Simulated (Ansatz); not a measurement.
# Ga4AsP3: geometry relaxation

The run: geometry relaxation of Ga4AsP3 (P-43m, 8 atoms in the cell). Method and program: DFT PBE, scalar-relativistic, plane waves, PAW, no spin polarisation (Ansatz 0.2.0).

The structure was made by a generator, so it may or may not be a known phase. Figures and captions count atoms from 1; the log counts them from 0 in places.

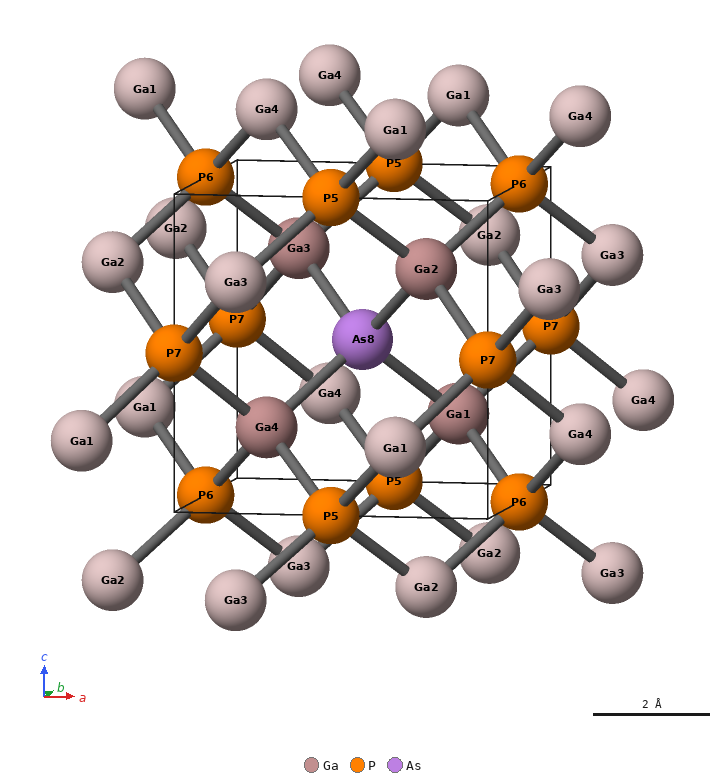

The input geometry (ball-and-stick view of the cell of the calculation, seen slightly off an axis; neighbours outside the cell are drawn fainter; atoms are numbered from 1 in the order of the input). An atom can appear more than once, as a periodic image. Near neighbours in the periodic cell (some may lie outside the picture): Ga has 1 As at 2.45 Å and 3 P at 2.40 Å; P has 4 Ga at 2.40 Å; As has 4 Ga at 2.45 Å.

### Input file
```yaml
crystal:
  lattice:
    - [5.5637786, 0.0, 0.0]
    - [0.0, 5.5637786, 0.0]
    - [0.0, 0.0, 5.5637786]
  atoms:
    - { symbol: Ga, position: [0.754503, 0.754503, 0.245497] }
    - { symbol: Ga, position: [0.754503, 0.245497, 0.754503] }
    - { symbol: Ga, position: [0.245497, 0.754503, 0.754503] }
    - { symbol: Ga, position: [0.245497, 0.245497, 0.245497] }
    - { symbol: P, position: [0.5, 0.0, 0.0] }
    - { symbol: P, position: [0.0, 0.5, 0.0] }
    - { symbol: P, position: [0.0, 0.0, 0.5] }
    - { symbol: As, position: [0.5, 0.5, 0.5] }
basis:
  ecutwfc: 420
kpoints:
  mp_grid: { grid: [6, 6, 6] }
hamiltonian:
  xc: pbe
scf:
  occupations: { method: fixed }
output:
  forces: true
  stress: true
  eigenvalues: true
relax:
  adjacent_minimum: "off"
  f_tol: 0.001
  max_steps: 60
  cell: { stress_tol: 0.01 }
```

Launch command:
```bash
ansatz run input.yaml --threads 4 --pin off --max-ram 8192MiB --backend cpu --events-out ev --progress --plain --runs-dir out
```

### Log
```
Engine: ansatz 0.2.0, aarch64-unknown-linux-gnu
Pseudopotentials: kind: paw
Pseudopotential: Ga, paw, valence charge 13, recommended cutoff 420 eV (normal), Ga.paw.azcp
Pseudopotential: P, paw, valence charge 5, recommended cutoff 420 eV (normal), P.paw.azcp
Pseudopotential: As, paw, valence charge 15, recommended cutoff 420 eV (normal), As.paw.azcp
Functional definition: PBE
  parameter kappa = 0.804
  parameter beta = 0.06672455060314922
  exchange = pbe_x(kappa = kappa, mu = beta*pi^2/3)
  correlation = pbe_c(beta = beta)
Crystal: 8 atoms, lattice volume = 172.230 Å³
Basis set: ecut = 420 eV, 3407 PW (Γ), exchange–correlation on 80×80×80 points (8 copies of the dense FFT grid, shifted against one another)
Bands: 50, of which v1, the nominal top of the filled ones, is band 41 counted from 1 (40 counted from 0)
Symmetry: 24 space group operations
Space group: P-43m (ITA 215), of the structure as read, at distance tolerance 5.6e-5 Å
k-points: 20 of 216 (time reversal used)
Non-local potential: Ga, projectors of the file, l = 0: 2, l = 1: 2, l = 2: 3, l = 3: 1
Non-local potential: P, projectors of the file, l = 0: 2, l = 1: 2, l = 2: 2
Non-local potential: As, projectors of the file, l = 0: 2, l = 1: 2, l = 2: 3, l = 3: 1
PAW form: soft (Blöchl's): semilocal exchange-correlation on the pseudo side does not see the compensation charge
PAW one-centre angular grid: Ga, 590 points (default); XC on 64 Gauss nodes
PAW one-centre angular grid: P, 110 points (default); XC on 64 Gauss nodes
PAW one-centre angular grid: As, 590 points (default); XC on 64 Gauss nodes
Initial density: superposition of atomic densities (neutral atoms: chi_scale 0, normalization atom), corrected by the library's trained network
Initial wavefunctions: pseudopotential atomic-orbital guess
Functional: x = pbe(κ = 0.804, μ = 0.2195149727645171), c = pbe(β = 0.06672455060314922)
SCF iter   1: F=—  HF=-22258.490041 eV  |F-HF|=—  |Δ(HF+E_count)|=         —  Δρ=1.54e-3  dr2=7.06e-3  ethr=1.77e-3  ⟨swp⟩=5.5  Hψ=3394  notcnv=0  defer=114
preconditioner: auto → Resta (q_TF=auto, 2.411 Å⁻¹)  ε∞=4.0  [insulator: Δε(μ)=1.157 eV  Ē_g=13.974 eV  n_scr=32 (ndim 8)  ℏωp=24.0 eV  f_vac=0.031  ε∞_Penn≈4.0]
SCF iter   2: F=—  HF=-22258.483137 eV  |F-HF|=—  |Δ(HF+E_count)|=   6.90e-3  Δρ=1.00e-3  dr2=2.08e-3  ethr=8.62e-6  ⟨swp⟩=3.0  Hψ=2037  notcnv=0  defer=137
SCF iter   3: F=—  HF=-22258.483056 eV  |F-HF|=—  |Δ(HF+E_count)|=   8.18e-5  Δρ=4.48e-4  dr2=5.98e-4  ethr=2.54e-6  ⟨swp⟩=2.0  Hψ=1697  notcnv=0  defer=136
SCF iter   4: F=—  HF=-22258.483212 eV  |F-HF|=—  |Δ(HF+E_count)|=   1.57e-4  Δρ=1.65e-4  dr2=6.30e-5  ethr=7.29e-7  ⟨swp⟩=2.0  Hψ=1286  notcnv=0  defer=137
SCF iter   5: F=—  HF=-22258.483268 eV  |F-HF|=—  |Δ(HF+E_count)|=   5.54e-5  Δρ=4.30e-5  dr2=4.03e-6  ethr=7.68e-8  ⟨swp⟩=2.0  Hψ=1649  notcnv=0  defer=123
SCF iter   6: F=—  HF=-22258.483276 eV  |F-HF|=—  |Δ(HF+E_count)|=   8.75e-6  Δρ=8.08e-6  dr2=1.17e-7  ethr=4.92e-9  ⟨swp⟩=2.3  Hψ=1760  notcnv=0  defer=131
SCF iter   7: F=-22258.483277 eV  HF=-22258.483277 eV  |F-HF|=1.46e-8  |Δ(HF+E_count)|=   1.22e-7  Δρ=3.53e-6  dr2=2.56e-8  ethr=1.22e-10  ⟨swp⟩=13.9  Hψ=5485  notcnv=0
SCF 1 converged in 7 iterations: F = -22258.483277 eV  dr2 = 2.56e-8
  greatest PAW one-centre occupation: 0.999 electrons in one spin orbital (limit 2), on the As atom at site 7 (counted from 0), in its partial waves of l = 2
relax step   1: F+E_penalty+E_count = -22258.48327656 eV  Δ(F+E_penalty+E_count) = +0.000e0 eV  max|allowed force component| = 5.893e-3 eV/Å  Δτ_max = 0.0000 Å  P = +0.024 GPa  Ω = 172.230 Å³  (7 SCF iters, dr2 threshold 1.00e-7 eV, accepted)
Crystal: 8 atoms, lattice volume = 172.268 Å³
Initial density: handed on by an earlier stage of this run
Initial wavefunctions: those handed on with the density
iter 1 solved again at ethr=3.89e-9 eV; its pass at ethr=3.10e-3 eV (dr2=3.19e-6 eV) is discarded
SCF iter   1: F=—  HF=-22258.483297 eV  |F-HF|=—  |Δ(HF+E_count)|=         —  Δρ=7.52e-5  dr2=3.13e-6  ethr=3.89e-9  ⟨swp⟩=2.5  Hψ=3573  notcnv=0  defer=72
preconditioner: auto → Resta (q_TF=auto, 2.411 Å⁻¹)  ε∞=4.0  [insulator: Δε(μ)=1.162 eV  Ē_g=13.954 eV  n_scr=32 (ndim 8)  ℏωp=24.0 eV  f_vac=0.025  ε∞_Penn≈4.0]
SCF iter   2: F=—  HF=-22258.483286 eV  |F-HF|=—  |Δ(HF+E_count)|=   1.17e-5  Δρ=3.84e-5  dr2=1.04e-6  ethr=3.82e-9  ⟨swp⟩=1.0  Hψ=928  notcnv=0  defer=72
SCF iter   3: F=—  HF=-22258.483286 eV  |F-HF|=—  |Δ(HF+E_count)|=   1.06e-8  Δρ=4.50e-6  dr2=4.46e-8  ethr=1.27e-9  ⟨swp⟩=3.0  Hψ=1728  notcnv=0  defer=72
SCF iter   4: F=—  HF=-22258.483286 eV  |F-HF|=—  |Δ(HF+E_count)|=  5.09e-11  Δρ=2.27e-6  dr2=9.78e-9  ethr=5.43e-11  ⟨swp⟩=2.0  Hψ=1748  notcnv=0  defer=72
SCF iter   5: F=-22258.483286 eV  HF=-22258.483286 eV  |F-HF|=5.60e-10  |Δ(HF+E_count)|=   1.07e-9  Δρ=7.62e-7  dr2=1.23e-9  ethr=2.65e-12  ⟨swp⟩=9.6  Hψ=5179  notcnv=0
SCF 2 converged in 5 iterations: F = -22258.483286 eV  dr2 = 1.23e-9
relax step   2: F+E_penalty+E_count = -22258.48328572 eV  Δ(F+E_penalty+E_count) = -9.162e-6 eV  max|allowed force component| = 8.512e-4 eV/Å  Δτ_max = 0.0008 Å  P = +0.009 GPa  Ω = 172.268 Å³  energy of the carried Pulay correction = -8.608e-6 eV  (5 SCF iters, dr2 threshold 2.17e-9 eV, accepted)
Initial wavefunctions: pseudopotential atomic-orbital guess (no wavefunctions were taken with the density)
iter 1 solved again at ethr=3.26e-7 eV; its pass at ethr=3.10e-3 eV (dr2=2.67e-4 eV) is discarded
SCF iter   1: F=—  HF=-22258.483316 eV  |F-HF|=—  |Δ(HF+E_count)|=         —  Δρ=9.29e-7  dr2=1.41e-9  ethr=3.26e-7  ⟨swp⟩=3.5  Hψ=5999  notcnv=0  defer=139
eigensolver tolerance schedule: the retry pair's looser diagonalisation over-reported the residual by 189744.82 of it (diagonalisation noise at an unbounded share of the residual, at the tolerance the schedule requests for it); recorded, not acted on — ethr = c·dr2/N_el stays at c = 1.0e-1
preconditioner: auto → Resta (q_TF=auto, 2.411 Å⁻¹)  ε∞=4.0  [insulator: Δε(μ)=1.162 eV  Ē_g=13.966 eV  n_scr=32 (ndim 8)  ℏωp=24.0 eV  f_vac=0.025  ε∞_Penn≈4.0]
SCF iter   2: F=—  HF=-22258.483295 eV  |F-HF|=—  |Δ(HF+E_count)|=   2.08e-5  Δρ=8.38e-7  dr2=1.04e-9  ethr=1.72e-12  ⟨swp⟩=4.5  Hψ=2945  notcnv=0  defer=129
SCF iter   3: F=—  HF=-22258.483295 eV  |F-HF|=—  |Δ(HF+E_count)|=  2.15e-10  Δρ=3.84e-7  dr2=3.14e-10  ethr=1.26e-12  ⟨swp⟩=2.0  Hψ=1645  notcnv=0  defer=129
SCF iter   4: F=—  HF=-22258.483295 eV  |F-HF|=—  |Δ(HF+E_count)|=  2.84e-10  Δρ=1.89e-7  dr2=8.84e-11  ethr=1.00e-12  ⟨swp⟩=2.6  Hψ=1513  notcnv=0  defer=129
SCF iter   5: F=—  HF=-22258.483295 eV  |F-HF|=—  |Δ(HF+E_count)|=  9.82e-11  Δρ=1.40e-7  dr2=2.46e-11  ethr=1.00e-12  ⟨swp⟩=1.9  Hψ=966  notcnv=0  defer=129
SCF iter   6: F=—  HF=-22258.483295 eV  |F-HF|=—  |Δ(HF+E_count)|=  1.46e-11  Δρ=7.59e-8  dr2=6.52e-12  ethr=1.00e-12  ⟨swp⟩=1.1  Hψ=929  notcnv=0  defer=129
SCF iter   7: F=-22258.483295 eV  HF=-22258.483295 eV  |F-HF|=3.64e-12  |Δ(HF+E_count)|=  3.64e-12  Δρ=3.10e-8  dr2=1.22e-12  ethr=1.00e-12  ⟨swp⟩=14.8  Hψ=5795  notcnv=0
SCF 3 converged in 7 iterations: F = -22258.483295 eV  dr2 = 1.22e-12
relax step   3: F+E_penalty+E_count = -22258.48329497 eV  Δ(F+E_penalty+E_count) = -9.250e-6 eV  max|allowed force component| = 8.508e-4 eV/Å  Δτ_max = 0.0000 Å  P = +0.009 GPa  Ω = 172.268 Å³  stress off target by 8.98e-3 GPa  SCF on the basis re-selected at this cell (its energy is not comparable with the rows above)  (7 SCF iters)
```

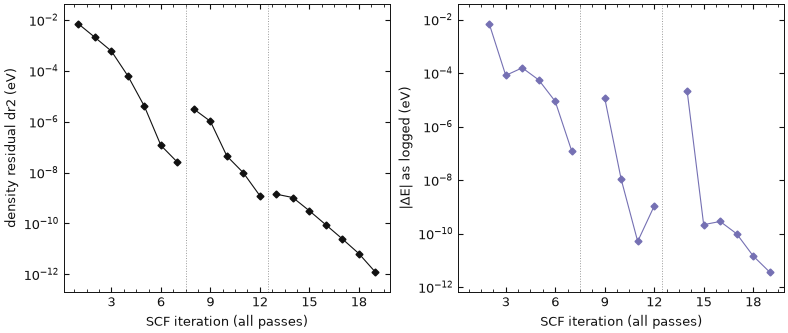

Convergence of the self-consistent field: density residual dr2 and size of the energy change against the SCF iteration. The dotted lines part the SCF passes of the relaxation: geometry steps, rejected trials and re-solves on a re-selected basis. The passes take 7, 5 and 7 iterations.

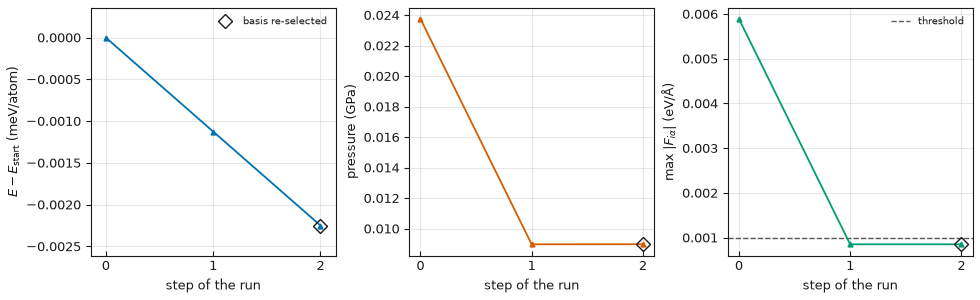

Progress of the relaxation, step by step (the first geometry is step 0 here and step 1 in the log). The atoms keep their places (all moves are under 0.005 Å). The lattice vectors keep their values. The space group stays P-43m (No. 215). The energy falls by next to nothing (0.0 meV per atom) in 1 geometry step. Largest force component: 0.0059 eV/Å at the start, 0.00085 eV/Å at the end. Pressure: 0.02 GPa at the start and 0.01 GPa at the end. A last SCF at the same geometry on a re-selected plane-wave basis shifts the energy by next to nothing (0.0 meV per atom).

```
basis re-selected at this cell: Δ(F+E_penalty+E_count) = -9.250e-6 eV, ΔP = +0.000 GPa vs the last step (what re-selecting the basis moved, of the pressure what is left beyond the Pulay correction that the steps carried, after the strain that the cell walked since its last selection, with what the two solves' SCF thresholds leave and, on support functions, any second-order correction that the steps lacked; it is no measure of the basis error at this ecutwfc). This SCF's stress stands 8.98e-3 GPa from its target on what of the cell is left free (relax.cell.stress_tol is 1.00e-2 GPa) and its largest allowed force component is 8.51e-4 eV/Å (relax.f_tol is 1.00e-3 eV/Å): within both
SCF converged after 7 iterations
Free energy (F): -22258.483295 eV
Harris-Foulkes:  -22258.483295 eV  (|F-HF|=3.64e-12)
Internal energy: -22258.483295 eV  (E = F + TS)
E sigma→0 (E₀):  -22258.483295 eV
Fermi energy:    6.969964 eV
--- Per-component energies (eV) ---
  E_band       = -519.348816
  E_kinetic    = 774.187859
  E_local      = -10929.544228  (includes V_loc(G=0)·N_el)
  E_nonlocal   = 1130.641808
  E_hartree    = 5217.613330
  E_xc         = -538.686942
  E_vxc        = -491.776028  (∫ρ·V_xc dr)
  E_paw        = -11500.154512  (= ΣΔE_a)
  E_vpaw       = -1438.084545  (= ΣTr[D̂ρ^β])
  E_aug_tail   = -0.000432  (compensation charges beyond the density's cutoff)
  E_ewald      = -6412.540178
  E_smearing   = -0.000000  (= −TS)
  E_closure    = 0.000000  (closes the sum)
  Σ components = -22258.483295   (vs F -22258.483295, Δ=0.00e0)
--- Forces (eV/Å), atoms counted from 1 ---
  atom   1  Ga     0.00085079     0.00085079    -0.00085079
  atom   2  Ga     0.00085079    -0.00085079     0.00085079
  atom   3  Ga    -0.00085079     0.00085079     0.00085079
  atom   4  Ga    -0.00085079    -0.00085079    -0.00085079
  atom   5  P      0.00000000    -0.00000000     0.00000000
  atom   6  P      0.00000000     0.00000000     0.00000000
  atom   7  P      0.00000000    -0.00000000     0.00000000
  atom   8  As     0.00000000     0.00000000    -0.00000000
  max |Σ_I F_I| component: 3.67e-17 eV/Å
--- Stress (GPa, compression-positive) ---
        0.008978      -0.000000       0.000000
       -0.000000       0.008978       0.000000
        0.000000      -0.000000       0.008978
  P = ⅓ Tr σ = 0.0090 GPa (0.090 kbar)
--- Band table (eV; the first three rows and the last of 20) ---
  k-point 0: bands = ["-27.8591", "-27.8591", "-27.8591", "-27.8500", "-27.8500", "-7.7008", "-7.6882", "-7.6882", "-7.5885", "-7.5885", "-7.5885", "-7.5374", "-7.5374", "-7.5374", "-7.5316", "-7.5316", "-7.5316", "-7.5314", "-7.5314", "-7.5314", "-7.5040", "-7.5040", "-7.4867", "-7.4867", "-7.4867", "-5.3511", "-2.8287", "-2.5623", "-2.5623", "0.3424", "0.3424", "0.3424", "4.3313", "4.3313", "4.3313", "4.4392", "4.4392", "4.4392", "6.9700", "6.9700", "6.9700", "8.1323", "8.4115", "8.7530", "8.7530", "8.7530", "8.7613", "8.7613", "10.8258", "10.8258"]
  k-point 1: bands = ["-27.8591", "-27.8591", "-27.8591", "-27.8500", "-27.8500", "-7.6962", "-7.6849", "-7.6834", "-7.5976", "-7.5851", "-7.5851", "-7.5423", "-7.5399", "-7.5399", "-7.5360", "-7.5347", "-7.5347", "-7.5299", "-7.5271", "-7.5271", "-7.5054", "-7.5029", "-7.4886", "-7.4886", "-7.4878", "-5.2391", "-3.0543", "-2.6793", "-2.5455", "0.3852", "0.3852", "0.8309", "4.1381", "4.1381", "4.1513", "4.2220", "4.5048", "4.5048", "5.9790", "6.6623", "6.6623", "8.5170", "8.9157", "9.1139", "9.2470", "9.2629", "9.2629", "9.2728", "10.5221", "11.2652"]
  k-point 2: bands = ["-27.8591", "-27.8591", "-27.8591", "-27.8500", "-27.8500", "-7.6858", "-7.6777", "-7.6693", "-7.6201", "-7.5756", "-7.5756", "-7.5538", "-7.5487", "-7.5487", "-7.5458", "-7.5374", "-7.5374", "-7.5244", "-7.5202", "-7.5202", "-7.5097", "-7.4999", "-7.4935", "-7.4935", "-7.4909", "-4.9119", "-3.7179", "-2.6726", "-2.5110", "0.4789", "0.4789", "1.9025", "3.7295", "3.7295", "3.8433", "3.8550", "4.6025", "4.8217", "4.8217", "6.0242", "6.0242", "8.6973", "9.6020", "9.7790", "10.3215", "10.4584", "10.4835", "10.4835", "10.5071", "12.2977"]
  k-point 19: bands = ["-27.8591", "-27.8591", "-27.8591", "-27.8500", "-27.8500", "-7.6676", "-7.6570", "-7.6570", "-7.6570", "-7.5704", "-7.5704", "-7.5704", "-7.5692", "-7.5692", "-7.5632", "-7.5632", "-7.5632", "-7.5005", "-7.5005", "-7.5005", "-7.4976", "-7.4976", "-7.4976", "-7.4954", "-7.4954", "-3.6928", "-3.3885", "-3.3885", "-3.3885", "0.3373", "0.5696", "0.5696", "0.5696", "5.6732", "5.6732", "5.7889", "5.7889", "5.7889", "6.1126", "6.1126", "6.1126", "8.3287", "8.3577", "8.3577", "8.3577", "11.5077", "11.5077", "11.5077", "11.6606", "11.6606"]
--- Relaxed structure (2 steps of the walk, 2 accepted, 1 SCFs on fresh bases) ---
  F+E_penalty+E_count = -22258.48329497 eV   max|allowed force component| = 8.508e-4 eV/Å   (the final SCF, on the basis selected at the relaxed cell)
  cell:  # Å, volume = 172.2680 Å³
    - [5.564184607440632, 5.135813185032629e-34, -3.0493890786131233e-34]
    - [5.296307347064899e-34, 5.564184607440632, -4.108650548026103e-33]
    - [-3.0493890786131233e-34, -4.108650548026103e-33, 5.564184607440632]
  atoms:
    - { symbol: Ga, position: [0.7544205769630425, 0.7544205769630425, 0.24557942303695743] }
    - { symbol: Ga, position: [0.7544205769630425, 0.24557942303695743, 0.7544205769630425] }
    - { symbol: Ga, position: [0.24557942303695743, 0.7544205769630425, 0.7544205769630425] }
    - { symbol: Ga, position: [0.24557942303695743, 0.24557942303695743, 0.24557942303695743] }
    - { symbol: P, position: [0.49999999999999994, 3.6537742055557366e-21, 2.4358494703704864e-21] }
    - { symbol: P, position: [9.743397881482158e-21, 0.49999999999999994, 2.435849470370521e-21] }
    - { symbol: P, position: [9.743397881482272e-21, 3.6537742055557945e-21, 0.49999999999999994] }
    - { symbol: As, position: [0.49999999999999994, 0.49999999999999994, 0.49999999999999994] }
```

### Trajectory as extended XYZ (Å, eV, eV/Å), 3 frames, from step=1 to step=3
```
8
Lattice="5.5638 0.0000 0.0000 0.0000 5.5638 0.0000 0.0000 0.0000 5.5638" Properties=species:S:1:pos:R:3:forces:R:3 step=1 energy=-22258.48328 pressure_GPa=0.02
Ga    4.1979    4.1979    1.3659   -0.0059  -0.0059   0.0059
Ga    4.1979    1.3659    4.1979   -0.0059   0.0059  -0.0059
Ga    1.3659    4.1979    4.1979    0.0059  -0.0059  -0.0059
Ga    1.3659    1.3659    1.3659    0.0059   0.0059   0.0059
P     2.7819    0.0000    0.0000    0.0000   0.0000   0.0000
P     0.0000    2.7819    0.0000    0.0000   0.0000   0.0000
P     0.0000    0.0000    2.7819    0.0000   0.0000   0.0000
As    2.7819    2.7819    2.7819    0.0000   0.0000   0.0000
8
Lattice="5.5642 0.0000 0.0000 0.0000 5.5642 0.0000 0.0000 0.0000 5.5642" Properties=species:S:1:pos:R:3:forces:R:3 step=2 energy=-22258.48329 pressure_GPa=0.01
Ga    4.1977    4.1977    1.3664    0.0009   0.0009  -0.0009
Ga    4.1977    1.3664    4.1977    0.0009  -0.0009   0.0009
Ga    1.3664    4.1977    4.1977   -0.0009   0.0009   0.0009
Ga    1.3664    1.3664    1.3664   -0.0009  -0.0009  -0.0009
P     2.7821    0.0000    0.0000    0.0000   0.0000   0.0000
P     0.0000    2.7821    0.0000    0.0000   0.0000   0.0000
P     0.0000    0.0000    2.7821    0.0000   0.0000   0.0000
As    2.7821    2.7821    2.7821    0.0000   0.0000   0.0000
8
Lattice="5.5642 0.0000 0.0000 0.0000 5.5642 0.0000 0.0000 0.0000 5.5642" Properties=species:S:1:pos:R:3:forces:R:3 step=3 energy=-22258.48330 pressure_GPa=0.01
Ga    4.1977    4.1977    1.3664    0.0009   0.0009  -0.0009
Ga    4.1977    1.3664    4.1977    0.0009  -0.0009   0.0009
Ga    1.3664    4.1977    4.1977   -0.0009   0.0009   0.0009
Ga    1.3664    1.3664    1.3664   -0.0009  -0.0009  -0.0009
P     2.7821    0.0000    0.0000    0.0000   0.0000   0.0000
P     0.0000    2.7821    0.0000    0.0000   0.0000   0.0000
P     0.0000    0.0000    2.7821    0.0000   0.0000   0.0000
As    2.7821    2.7821    2.7821    0.0000   0.0000   0.0000
```

### Summary

- outcome: converged
- space group (tolerance 0.01 Å): P-43m (215)
- electrons treated: 82
- free energy: −22258.4833 eV
- Fermi energy: 6.970 eV
- gap on the k-point mesh: 1.16 eV
- pressure: 0.01 GPa
- final volume: 172.27 Å³
- largest force (length of the vector) at the end: 0.001 eV/Å
- final cell: a = 5.564 Å, b = 5.564 Å, c = 5.564 Å, α = 90.00°, β = 90.00°, γ = 90.00°
- hardware: 4 threads of Arm Neoverse V1, 24 GiB of memory available, shared host
- wall time: 16 s (CPU time 63 s)
- peak memory: 0.56 GiB
